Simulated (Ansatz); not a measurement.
# Two runs on ZrN

System: ZrN (2 atoms in the cell).
Method of run A: DFT with PBE, PAW plane waves, no spin polarisation (Ansatz 0.2.0).

The structure derives from an entry of the Crystallography Open Database. Text and figures count atoms from 1; the logs count them from 0 in places.

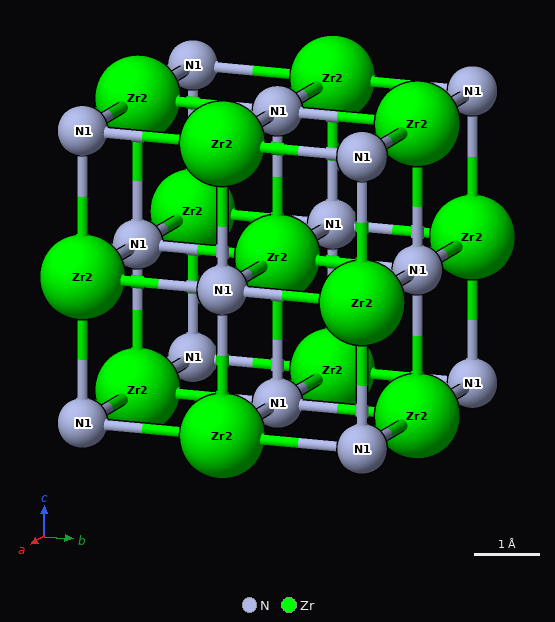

Figure 1. The structure as given in the input (ball-and-stick view of the cell 4 times as large as that of the calculation, set on its symmetry axes, seen slightly off an axis; atoms are numbered from 1 in the order of the input).

**The input, run A**
```yaml
crystal:
  lattice:
    - [0.0, 2.322719, 2.322719]
    - [2.322719, 0.0, 2.322719]
    - [2.322719, 2.322719, 0.0]
  atoms:
    - { symbol: "N", position: [0.0, 0.0, 0.0] }
    - { symbol: Zr, position: [0.5, 0.5, 0.5] }
  symmetry: { tolerance: 0.0003 }
kpoints:
  mp_grid: { grid: [7, 7, 7], shift: [0, 0, 0] }
magnetization:
  spin_polarized: false
scf:
  occupations: { method: gaussian, width: 0.2224 }
hamiltonian:
  pseudopotentials: { kind: paw }
  xc: pbe
basis:
  ecutwfc: 420
output:
  forces: true
  stress: true
  eigenvalues: true
relax:
  max_steps: 40
  cell: {}
```

Launched with:
```bash
ansatz run input.yaml --threads 1 --pin off --max-ram 2560MiB --backend cpu --events-out ev --progress --plain --runs-dir out
```

Hardware: 1 thread of Intel Xeon @ 2.90GHz (Ice Lake), 64 GiB of memory available, shared host.

**Output, shortened to warnings, some set-up lines, iterations and results (run A)**
```
Basis set: ecut = 420 eV, 531 PW (Γ), exchange–correlation on 48×48×48 points (8 copies of the dense FFT grid, shifted against one another)
Symmetry: 48 space group operations
k-points: 20 of 343
Initial density: superposition of atomic densities (neutral atoms: chi_scale 0, normalization atom), corrected by the library's trained network
[...]
SCF iter   1: F=—  HF=-4571.285423 eV  |F-HF|=—  |Δ(HF+E_count)|=         —  Δρ=1.00e-3  dr2=2.28e-4  ethr=1.77e-3  ⟨swp⟩=5.0  Hψ=1266  notcnv=0
SCF iter   2: F=—  HF=-4571.284959 eV  |F-HF|=—  |Δ(HF+E_count)|=   4.65e-4  Δρ=6.02e-4  dr2=1.00e-4  ethr=1.34e-6  ⟨swp⟩=2.0  Hψ=547  notcnv=0
SCF iter   3: F=—  HF=-4571.284968 eV  |F-HF|=—  |Δ(HF+E_count)|=   9.48e-6  Δρ=1.94e-4  dr2=8.25e-6  ethr=5.90e-7  ⟨swp⟩=2.5  Hψ=395  notcnv=0
SCF iter   4: F=—  HF=-4571.284967 eV  |F-HF|=—  |Δ(HF+E_count)|=   9.75e-7  Δρ=4.79e-5  dr2=4.19e-7  ethr=4.86e-8  ⟨swp⟩=2.4  Hψ=432  notcnv=0
SCF iter   5: F=-4571.284967 eV  HF=-4571.284967 eV  |F-HF|=2.14e-9  |Δ(HF+E_count)|=   7.45e-8  Δρ=6.33e-6  dr2=5.76e-9  ethr=2.46e-9  ⟨swp⟩=2.0  Hψ=433  notcnv=0
[... 48 lines ...]
SCF iter   6: F=-4571.303475 eV  HF=-4571.303475 eV  |F-HF|=0.00e0  |Δ(HF+E_count)|=  9.09e-13  Δρ=1.37e-9  dr2=7.91e-17  ethr=1.00e-12  ⟨swp⟩=1.0  Hψ=260  notcnv=0
SCF iter   7: F=-4571.303475 eV  HF=-4571.303475 eV  |F-HF|=0.00e0  |Δ(HF+E_count)|=    0.00e0  Δρ=4.50e-10  dr2=2.89e-17  ethr=1.00e-12  ⟨swp⟩=1.0  Hψ=260  notcnv=0
SCF iter   8: F=-4571.303475 eV  HF=-4571.303475 eV  |F-HF|=9.09e-13  |Δ(HF+E_count)|=    0.00e0  Δρ=6.28e-11  dr2=3.46e-19  ethr=1.00e-12  ⟨swp⟩=1.7  Hψ=624  notcnv=0
SCF 7 converged in 8 iterations: F = -4571.303475 eV  dr2 = 3.46e-19
relax step   7: F+E_penalty+E_count = -4571.30347483 eV  Δ(F+E_penalty+E_count) = +1.534e-4 eV  max|allowed force component| = 8.415e-30 eV/Å  Δτ_max = 0.0000 Å  P = -0.001 …
basis re-selected at this cell: Δ(F+E_penalty+E_count) = +1.534e-4 eV, ΔP = -0.000 GPa vs the last step (what re-selecting the basis moved, of the pressure what is left beyond the Pulay correction that the steps carried, after the strain that the cell walked since its last selection, with what the …
SCF converged after 8 iterations
Free energy (F): -4571.303475 eV
Harris-Foulkes:  -4571.303475 eV  (|F-HF|=9.09e-13)
Internal energy: -4571.284138 eV  (E = F + TS)
E sigma→0 (E₀):  -4571.293806 eV
Entropy (-TS):   -0.019337 eV (-9.669 meV/atom)
Fermi energy:    17.686238 eV
--- Per-component energies (eV) ---
  E_band       = -28.222819
  E_kinetic    = 467.115089
  E_local      = -627.177166  (includes V_loc(G=0)·N_el)
  E_nonlocal   = 123.170055
  E_hartree    = 188.761860
  E_xc         = -224.147526
  E_vxc        = -270.584853  (∫ρ·V_xc dr)
  E_paw        = -3080.405980  (= ΣΔE_a)
  E_vpaw       = -98.269782  (= ΣTr[D̂ρ^β])
  E_aug_tail   = 0.000118  (compensation charges beyond the density's cutoff)
  E_ewald      = -1418.600588
  E_smearing   = -0.019337  (= −TS)
  E_closure    = -0.000000  (closes the sum)
  Σ components = -4571.303475   (vs F -4571.303475, Δ=0.00e0)
--- Forces (eV/Å), atoms counted from 1 ---
  atom   1  N      0.00000000     0.00000000     0.00000000
  atom   2  Zr     0.00000000     0.00000000     0.00000000
  max |Σ_I F_I| component: 1.68e-29 eV/Å
--- Stress (GPa, compression-positive) ---
       -0.000591      -0.000000      -0.000000
       -0.000000      -0.000591       0.000000
       -0.000000       0.000000      -0.000591
  P = ⅓ Tr σ = -0.0006 GPa (-0.006 kbar)
--- Relaxed structure (5 steps of the walk, 5 accepted, 2 SCFs on fresh bases) ---
  F+E_penalty+E_count = -4571.30347483 eV   max|allowed force component| = 8.415e-30 eV/Å   (the final SCF, on the basis selected at the relaxed cell)
  cell:  # Å, volume = 24.2744 Å³
    - [2.3260572372332532e-33, 2.2981200313589065, 2.2981200313589065]
    - [2.2981200313589065, 4.749842116495444e-33, 2.2981200313589065]
    - [2.2981200313589065, 2.2981200313589065, 2.003317168402111e-34]
  atoms:
    - { symbol: N, position: [-1.2955788186258243e-36, 1.511508621736249e-36, 1.5115086217327142e-36] }
    - { symbol: Zr, position: [0.5, 0.5, 0.5] }
```

For run B the input was changed thus:
```diff
+  hubbard: { sites: [{ species: Zr, l: d, u_eff: 1.0 }], double_counting: fll }
+  write_density: true
+  write_potential: true
+  elf: true
+  volumetric_format: npy
```

What does this change do to the results?

The total energies belong to different models, so their difference says nothing on which is more stable or more accurate. The volume per atom goes from 12.14 to 12.19 Å³. The SCF takes 32 iterations over all geometry steps against 44. On the same kind of shared host run B took about 1.4 times as long. The two runs start from different initial densities, which also moves the count.

**Output, shortened to warnings, some set-up lines, iterations and results (run B)**
```
Basis set: ecut = 420 eV, 531 PW (Γ), exchange–correlation on 48×48×48 points (8 copies of the dense FFT grid, shifted against one another)
Symmetry: 48 space group operations
k-points: 20 of 343
Initial density: superposition of atomic densities (chi_scale 0.1, normalization cell, long waves kept (reshape's long-wave potential 0.00 eV rms))
[...]
SCF iter   1: F=—  HF=-4570.356436 eV  |F-HF|=—  |Δ(HF+E_count)|=         —  Δρ=4.58e-2  dr2=7.14e-1  ethr=3.10e-3  ⟨swp⟩=5.0  Hψ=1231  notcnv=0
SCF iter   2: F=—  HF=-4570.261824 eV  |F-HF|=—  |Δ(HF+E_count)|=   9.46e-2  Δρ=2.50e-2  dr2=7.92e-2  ethr=3.10e-3  ⟨swp⟩=2.0  Hψ=486  notcnv=0  defer=3
SCF iter   3: F=—  HF=-4570.273583 eV  |F-HF|=—  |Δ(HF+E_count)|=   1.18e-2  Δρ=8.95e-3  dr2=2.11e-2  ethr=4.66e-4  ⟨swp⟩=1.0  Hψ=257  notcnv=0  defer=3
SCF iter   4: F=—  HF=-4570.273008 eV  |F-HF|=—  |Δ(HF+E_count)|=   5.75e-4  Δρ=9.80e-4  dr2=2.30e-4  ethr=1.24e-4  ⟨swp⟩=2.4  Hψ=331  notcnv=0  defer=3
SCF iter   5: F=—  HF=-4570.273050 eV  |F-HF|=—  |Δ(HF+E_count)|=   4.18e-5  Δρ=2.00e-4  dr2=1.17e-5  ethr=1.35e-6  ⟨swp⟩=2.0  Hψ=348  notcnv=0  defer=3
[... 36 lines ...]
SCF iter   2: F=—  HF=-4570.286513 eV  |F-HF|=—  |Δ(HF+E_count)|=   2.53e-6  Δρ=6.29e-6  dr2=3.59e-9  ethr=4.96e-11  ⟨swp⟩=2.1  Hψ=430  notcnv=0
SCF iter   3: F=—  HF=-4570.286513 eV  |F-HF|=—  |Δ(HF+E_count)|=   2.94e-9  Δρ=4.03e-6  dr2=2.60e-9  ethr=2.11e-11  ⟨swp⟩=2.0  Hψ=347  notcnv=0
SCF iter   4: F=-4570.286513 eV  HF=-4570.286513 eV  |F-HF|=2.36e-11  |Δ(HF+E_count)|=  8.73e-11  Δρ=4.15e-7  dr2=7.42e-12  ethr=1.00e-12  ⟨swp⟩=4.7  Hψ=1233  notcnv=0
SCF 7 converged in 4 iterations: F = -4570.286513 eV  dr2 = 7.42e-12
relax step   7: F+E_penalty+E_count = -4570.28651281 eV  Δ(F+E_penalty+E_count) = +1.368e-4 eV  max|allowed force component| = 7.494e-30 eV/Å  Δτ_max = 0.0000 Å  P = -0.002 …
basis re-selected at this cell: Δ(F+E_penalty+E_count) = +1.368e-4 eV, ΔP = -0.002 GPa vs the last step (what re-selecting the basis moved, of the pressure what is left beyond the Pulay correction that the steps carried, after the strain that the cell walked since its last selection, with what the …
SCF converged after 4 iterations
Free energy (F): -4570.286513 eV
Harris-Foulkes:  -4570.286513 eV  (|F-HF|=2.36e-11)
Internal energy: -4570.266898 eV  (E = F + TS)
E sigma→0 (E₀):  -4570.276705 eV
Entropy (-TS):   -0.019615 eV (-9.808 meV/atom)
Fermi energy:    17.761263 eV
--- Per-component energies (eV) ---
  E_band       = -29.095151
  E_kinetic    = 466.915810
  E_local      = -629.768363  (includes V_loc(G=0)·N_el)
  E_nonlocal   = 123.038988
  E_hartree    = 189.422338
  E_xc         = -224.112882
  E_vxc        = -270.528493  (∫ρ·V_xc dr)
  E_hubbard    = 1.013379  (on-site DFT+U / exact-exchange correction)
  E_vhub       = 0.613186  (the Hubbard potential's part of the band-sum identity)
  E_paw        = -3080.354868  (= ΣΔE_a)
  E_vpaw       = -98.211070  (= ΣTr[D̂ρ^β])
  E_aug_tail   = 0.000114  (compensation charges beyond the density's cutoff)
  E_ewald      = -1416.421413
  E_smearing   = -0.019615  (= −TS)
  E_closure    = -0.000000  (closes the sum)
  Σ components = -4570.286513   (vs F -4570.286513, Δ=0.00e0)
--- Forces (eV/Å), atoms counted from 1 ---
  atom   1  N     -0.00000000     0.00000000     0.00000000
  atom   2  Zr     0.00000000    -0.00000000    -0.00000000
  max |Σ_I F_I| component: 1.45e-29 eV/Å
--- Stress (GPa, compression-positive) ---
       -0.002036      -0.000000      -0.000000
       -0.000000      -0.002036       0.000000
       -0.000000       0.000000      -0.002036
  P = ⅓ Tr σ = -0.0020 GPa (-0.020 kbar)
Occupation matrices written to [file]
--- Relaxed structure (5 steps of the walk, 5 accepted, 2 SCFs on fresh bases) ---
  F+E_penalty+E_count = -4570.28651281 eV   max|allowed force component| = 7.494e-30 eV/Å   (the final SCF, on the basis selected at the relaxed cell)
  cell:  # Å, volume = 24.3866 Å³
    - [4.052413072368071e-34, 2.30165570642805, 2.30165570642805]
    - [2.30165570642805, 8.634267137661809e-34, 2.30165570642805]
    - [2.30165570642805, 2.30165570642805, 2.551666775848495e-34]
  atoms:
[...]
```

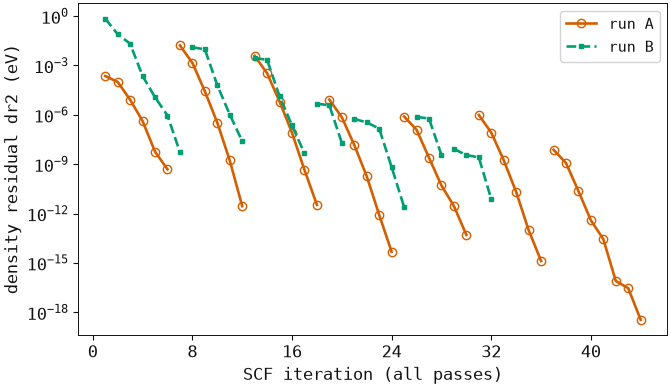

Figure 2. Convergence of the two runs: density residual dr2 against the SCF iteration. A break in a curve parts two SCF passes. Run A takes 44 iterations in all, and run B takes 32.

**The two runs side by side**

| quantity | run A | run B |
| --- | --- | --- |
| outcome | converged | converged |
| free energy per atom (eV) | −2285.6517 | −2285.1433 |
| energy per atom, smearing taken to zero (eV) | −2285.6469 | −2285.1384 |
| pressure (GPa) | 0.00 | 0.00 |
| volume per atom (Å³) | 12.14 | 12.19 |
| largest force (eV/Å) | 0.000 | 0.000 |
| SCF iterations | 44 | 32 |
| irreducible k-points | 20 | 20 |
| wall time (shared host) | 4.4 s | 6.2 s |

For both runs: The cell holds an odd number of electrons but the run has no spin polarisation, so it comes out as a metal.
